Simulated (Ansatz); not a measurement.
## MoSi₂: geometry relaxation (part 2 of 2)

MoSi₂ (I4/mmm, 3 atoms in the cell); DFT PBEsol, scalar-relativistic, plane waves, PAW, no spin polarisation (Ansatz 0.2.0); cutoff 420 eV, 11×11×9 k-mesh, Gaussian smearing of 0.1 eV. The structure derives from an entry of the Crystallography Open Database. It belongs to a series of runs on one base structure; here: film's bulk on the substrate's plane, third vector and atoms relaxed.

Geometry of the input (Å; fractional positions):
```
3.0806  0.0000  0.0000
0.0000  3.0806  0.0000
-1.5403  1.5403  4.0780
Si 0.3351  0.6649  0.6701
Si 0.6649  0.3351  0.3299
Mo 0.0000  0.0000  0.0000
```

### Output, continued
```
relax step   5: F+E_penalty+E_count = -6142.10906434 eV  Δ(F+E_penalty+E_count) = -1.587e-5 eV  max|allowed force component| = 2.407e-4 eV/Å  Δτ_max = 0.0009 Å  P = +12.923 GPa  Ω = 37.679 Å³  energy of the carried Pulay correction = +2.275e-4 eV  fix = [a, b, gamma]  reactions: a +19.384, b +19.384 GPa; gamma -0.076 GPa/rad  (6 SCF iters, dr2 threshold 1.56e-8 eV, accepted)
Initial wavefunctions: pseudopotential atomic-orbital guess (no wavefunctions were taken with the density)
iter 1 solved again at ethr=3.77e-8 eV; its pass at ethr=3.10e-3 eV (dr2=8.28e-6 eV) is discarded
SCF iter   1: F=—  HF=-6142.108879 eV  |F-HF|=—  |Δ(HF+E_count)|=         —  Δρ=3.98e-5  dr2=7.07e-8  ethr=3.77e-8  ⟨swp⟩=3.1  Hψ=37929  notcnv=0
SCF iter   2: F=—  HF=-6142.108874 eV  |F-HF|=—  |Δ(HF+E_count)|=   5.19e-6  Δρ=1.93e-5  dr2=1.47e-8  ethr=3.21e-10  ⟨swp⟩=2.6  Hψ=7712  notcnv=0
SCF iter   3: F=—  HF=-6142.108874 eV  |F-HF|=—  |Δ(HF+E_count)|=   1.49e-8  Δρ=1.58e-6  dr2=3.87e-10  ethr=6.69e-11  ⟨swp⟩=2.8  Hψ=7135  notcnv=0
iter 4 did not close the SCF: its close was put off for the readings that it lacked (scf_convergence_deferred on its scf_iter line)
SCF iter   4: F=-6142.108874 eV  HF=-6142.108874 eV  |F-HF|=1.82e-12  |Δ(HF+E_count)|=  1.04e-10  Δρ=3.43e-7  dr2=1.33e-11  ethr=1.76e-12  ⟨swp⟩=2.6  Hψ=6408  notcnv=0
iter 5 did not close the SCF: its close was put off for the readings that it lacked (scf_convergence_deferred on its scf_iter line)
SCF iter   5: F=-6142.108874 eV  HF=-6142.108874 eV  |F-HF|=3.64e-12  |Δ(HF+E_count)|=  8.19e-12  Δρ=7.40e-8  dr2=3.27e-12  ethr=1.00e-12  ⟨swp⟩=1.0  Hψ=4500  notcnv=0
iter 6 did not close the SCF: its close was put off for the readings that it lacked (scf_convergence_deferred on its scf_iter line)
SCF iter   6: F=-6142.108874 eV  HF=-6142.108874 eV  |F-HF|=0.00e0  |Δ(HF+E_count)|=  2.73e-12  Δρ=1.03e-8  dr2=3.85e-14  ethr=1.00e-12  ⟨swp⟩=1.0  Hψ=4500  notcnv=0
iter 7 did not close the SCF: its close was put off for the readings that it lacked (scf_convergence_deferred on its scf_iter line)
SCF iter   7: F=-6142.108874 eV  HF=-6142.108874 eV  |F-HF|=9.09e-13  |Δ(HF+E_count)|=    0.00e0  Δρ=2.22e-9  dr2=1.10e-15  ethr=1.00e-12  ⟨swp⟩=1.0  Hψ=4500  notcnv=0
SCF iter   8: F=-6142.108874 eV  HF=-6142.108874 eV  |F-HF|=9.09e-13  |Δ(HF+E_count)|=  9.09e-13  Δρ=5.47e-10  dr2=2.17e-16  ethr=1.00e-12  ⟨swp⟩=1.0  Hψ=10200  notcnv=0
SCF 6 converged in 8 iterations: F = -6142.108874 eV  dr2 = 2.17e-16
relax step   6: F+E_penalty+E_count = -6142.10887426 eV  Δ(F+E_penalty+E_count) = +1.901e-4 eV  max|allowed force component| = 2.512e-4 eV/Å  Δτ_max = 0.0000 Å  P = +12.917 GPa  Ω = 37.679 Å³  fix = [a, b, gamma]  reactions: a +19.381, b +19.381 GPa; gamma -0.076 GPa/rad  stress off target by 1.10e-2 GPa on what of the cell is left free  SCF on the basis re-selected at this cell (its energy is not comparable with the rows above)  (8 SCF iters)
```

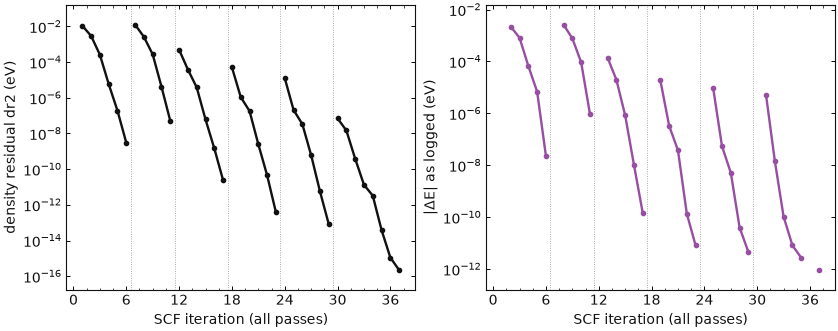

Fig. 1: Convergence of the self-consistent field: density residual dr2 and size of the energy change against the SCF iteration. The dotted lines part the SCF passes of the relaxation: geometry steps, rejected trials and re-solves on a re-selected basis. The 6 passes take 5 to 8 iterations each, 37 in all.

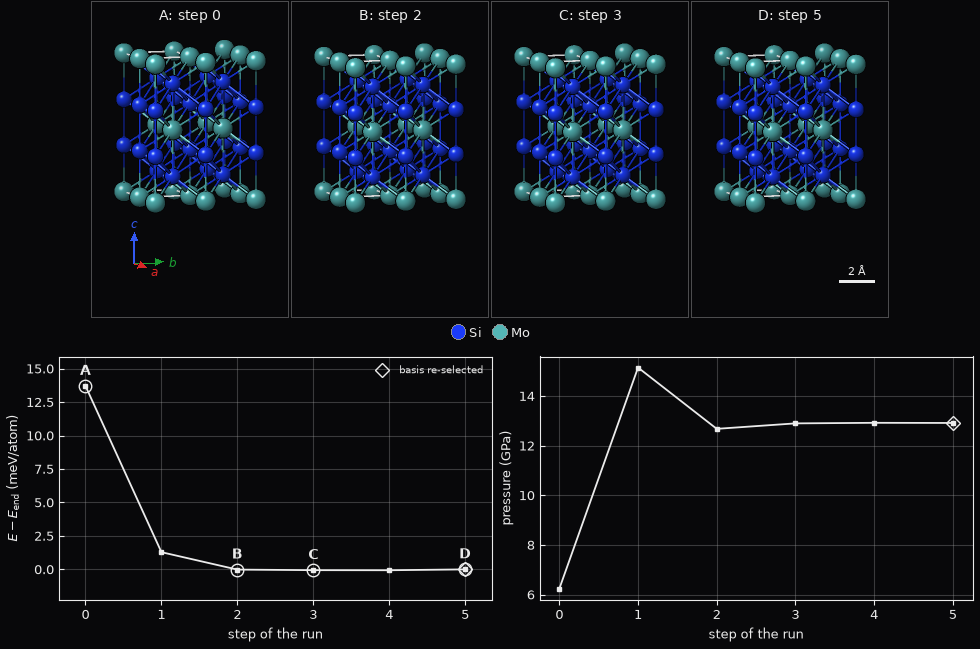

Fig. 2: Frames of the relaxation (ball-and-stick view of the cell 2 times as large as that of the calculation, set on its symmetry axes, repeated 2 × 2 × 1, seen slightly off an axis) above the curves, on which the letters mark them (the first geometry is step 0 here and step 1 in the log).

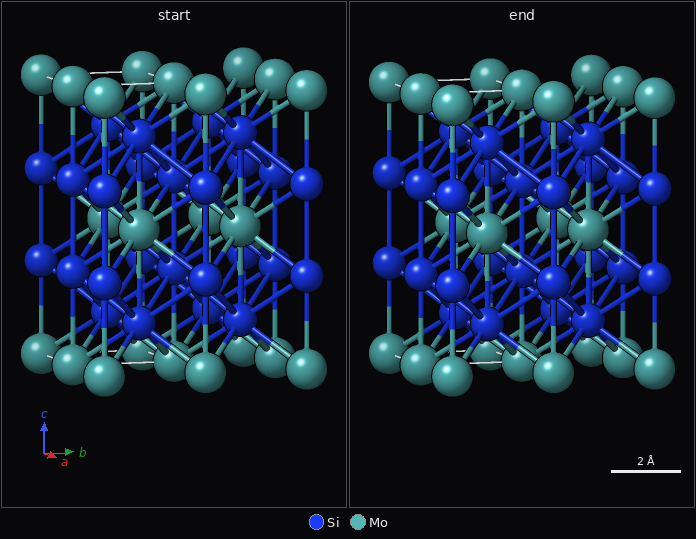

Fig. 3: Before (left) and after (right) the relaxation, at one scale (ball-and-stick view of the cell 2 times as large as that of the calculation, set on its symmetry axes, repeated 2 × 2 × 1, seen slightly off an axis). After 4 geometry steps the energy has fallen by 13.8 meV per atom. Largest force component: 0.027 eV/Å at the start, 0.00025 eV/Å at the end. The pressure goes from 6.24 to 12.92 GPa. The largest moves relative to the cell, 0.006 Å, are those of Si1 and Si2. Mo stays in place. The volume changes by −2.6 %, with a = b stay at 3.081 Å, c 8.156 → 7.941 Å (−2.6 %). Distances before and after: Si1–Mo3 2.733 → 2.655 Å, Si1–Si2 2.691 → 2.631 Å. The space group stays I4/mmm (No. 139). A last SCF at the same geometry on a re-selected plane-wave basis shifts the energy by +0.1 meV per atom. (Atoms are counted from 1 in the order of the input.)

```
basis re-selected at this cell: Δ(F+E_penalty+E_count) = +1.901e-4 eV, ΔP = -0.006 GPa vs the last step (what re-selecting the basis moved, of the pressure what is left beyond the Pulay correction that the steps carried, after the strain that the cell walked since its last selection, with what the two solves' SCF thresholds leave and, on support functions, any second-order correction that the steps lacked; it is no measure of the basis error at this ecutwfc). This SCF's stress stands 1.10e-2 GPa from its target on what of the cell is left free (relax.cell.stress_tol is 1.00e-1 GPa) and its largest allowed force component is 2.51e-4 eV/Å (relax.f_tol is 1.00e-2 eV/Å): within both
SCF converged after 8 iterations
Free energy (F): -6142.108874 eV
Harris-Foulkes:  -6142.108874 eV  (|F-HF|=9.09e-13)
Internal energy: -6142.107472 eV  (E = F + TS)
E sigma→0 (E₀):  -6142.108173 eV
Entropy (-TS):   -0.001402 eV (-0.467 meV/atom)
Fermi energy:    17.294952 eV
--- Per-component energies (eV) ---
  E_band       = -22.526540
  E_kinetic    = 537.596410
  E_local      = -1115.538290  (includes V_loc(G=0)·N_el)
  E_nonlocal   = 195.904349
  E_hartree    = 421.036892
  E_xc         = -299.066508
  E_vxc        = -331.759989  (∫ρ·V_xc dr)
  E_paw        = -4142.237920  (= ΣΔE_a)
  E_vpaw       = -150.802840  (= ΣTr[D̂ρ^β])
  E_aug_tail   = 0.000035  (compensation charges beyond the density's cutoff)
  E_ewald      = -1740.074861
  E_core_change = 0.272421  (= ΣΔE_core)
  E_smearing   = -0.001402  (= −TS)
  E_closure    = 0.000000  (closes the sum)
  Σ components = -6142.108874   (vs F -6142.108874, Δ=0.00e0)
--- Forces (eV/Å), atoms counted from 1 ---
  atom   1  Si    -0.00002991     0.00002991     0.00025116
  atom   2  Si     0.00002991    -0.00002991    -0.00025116
  atom   3  Mo     0.00000000     0.00000000     0.00000000
  max |Σ_I F_I| component: 0.00e0 eV/Å
--- Stress (GPa, compression-positive) ---
       19.380639       0.075834      -0.000158
        0.075834      19.380639       0.000158
       -0.000158       0.000158      -0.011044
  P = ⅓ Tr σ = 12.9167 GPa (129.167 kbar)
--- Band table (eV; the first three rows and the last of 300) ---
  k-point 0: bands = ["-43.3714", "-17.6372", "-17.4379", "-17.4373", "3.1710", "10.2775", "13.1822", "13.6988", "14.5999", "14.6012", "17.8672", "20.1153", "21.0251", "21.2659", "21.3135"]
  k-point 1: bands = ["-43.3714", "-17.6405", "-17.4381", "-17.4375", "3.3002", "9.7775", "13.6198", "13.6406", "14.7112", "14.7124", "17.8802", "20.0091", "20.3513", "20.5646", "20.5657"]
  k-point 2: bands = ["-43.3712", "-17.6488", "-17.4385", "-17.4379", "3.6739", "8.7776", "13.5027", "14.3169", "15.0410", "15.0422", "17.9137", "19.4358", "19.4370", "19.4916", "21.0069"]
  k-point 299: bands = ["-43.3120", "-17.7560", "-17.7545", "-17.5587", "7.9849", "9.6697", "10.8942", "11.7089", "13.8993", "14.1871", "15.2977", "17.9418", "19.6858", "20.5576", "21.7308"]
--- Relaxed structure (5 steps of the walk, 5 accepted, 1 SCFs on fresh bases) ---
  F+E_penalty+E_count = -6142.10887426 eV   max|allowed force component| = 2.512e-4 eV/Å   (the final SCF, on the basis selected at the relaxed cell)
  cell:  # Å, volume = 37.6792 Å³
    - [3.0806203185679992, 3.200053105850328e-11, -1.4041451569444892e-5]
    - [3.200053105850328e-11, 3.0806203185679992, 1.4041451569444892e-5]
    - [-1.5403287468079772, 1.5403287468079772, 3.9703291421106597]
  atoms:
    - { symbol: Si, position: [0.3343554333169068, 0.6656445666830932, 0.6687190286468992] }
    - { symbol: Si, position: [0.665644566683093, 0.33435543331690687, 0.33128097135310053] }
    - { symbol: Mo, position: [1.55808014989512e-21, 7.554210162048754e-35, 7.174648137343064e-43] }
```

### Trajectory as extended XYZ (Å, eV, eV/Å), 6 frames, from step=1 to step=6
```
3
Lattice="3.0806 0.0000 0.0000 0.0000 3.0806 0.0000 -1.5403 1.5403 4.0780" Properties=species:S:1:pos:R:3:forces:R:3 step=1 energy=-6142.06775 pressure_GPa=6.24
Si    0.0000    3.0806    2.7328   -0.0015   0.0015   0.0268
Si    1.5403    1.5403    1.3453    0.0015  -0.0015  -0.0268
Mo    0.0000    0.0000    0.0000    0.0000   0.0000   0.0000
3
Lattice="3.0806 0.0000 0.0001 0.0000 3.0806 -0.0001 -1.5401 1.5401 3.9409" Properties=species:S:1:pos:R:3:forces:R:3 step=2 energy=-6142.10501 pressure_GPa=15.15
Si    0.0000    3.0806    2.6398    0.0013  -0.0013  -0.1192
Si    1.5404    1.5402    1.3011   -0.0013   0.0013   0.1192
Mo    0.0000    0.0000    0.0000    0.0000   0.0000   0.0000
3
Lattice="3.0806 0.0000 -0.0000 0.0000 3.0806 0.0000 -1.5404 1.5404 3.9746" Properties=species:S:1:pos:R:3:forces:R:3 step=3 energy=-6142.10892 pressure_GPa=12.68
Si   -0.0001    3.0807    2.6600    0.0001  -0.0001  -0.0354
Si    1.5403    1.5403    1.3146   -0.0001   0.0001   0.0354
Mo    0.0000    0.0000    0.0000    0.0000   0.0000   0.0000
3
Lattice="3.0806 0.0000 -0.0000 0.0000 3.0806 0.0000 -1.5403 1.5403 3.9710" Properties=species:S:1:pos:R:3:forces:R:3 step=4 energy=-6142.10905 pressure_GPa=12.90
Si    0.0000    3.0807    2.6563    0.0001  -0.0001  -0.0158
Si    1.5403    1.5403    1.3146   -0.0001   0.0001   0.0158
Mo    0.0000    0.0000    0.0000    0.0000   0.0000   0.0000
3
Lattice="3.0806 0.0000 -0.0000 0.0000 3.0806 0.0000 -1.5403 1.5403 3.9703" Properties=species:S:1:pos:R:3:forces:R:3 step=5 energy=-6142.10906 pressure_GPa=12.92
Si    0.0000    3.0806    2.6550    0.0000   0.0000   0.0002
Si    1.5403    1.5403    1.3153    0.0000   0.0000  -0.0002
Mo    0.0000    0.0000    0.0000    0.0000   0.0000   0.0000
3
Lattice="3.0806 0.0000 -0.0000 0.0000 3.0806 0.0000 -1.5403 1.5403 3.9703" Properties=species:S:1:pos:R:3:forces:R:3 step=6 energy=-6142.10887 pressure_GPa=12.92
Si    0.0000    3.0806    2.6550    0.0000   0.0000   0.0003
Si    1.5403    1.5403    1.3153    0.0000   0.0000  -0.0003
Mo    0.0000    0.0000    0.0000    0.0000   0.0000   0.0000
```
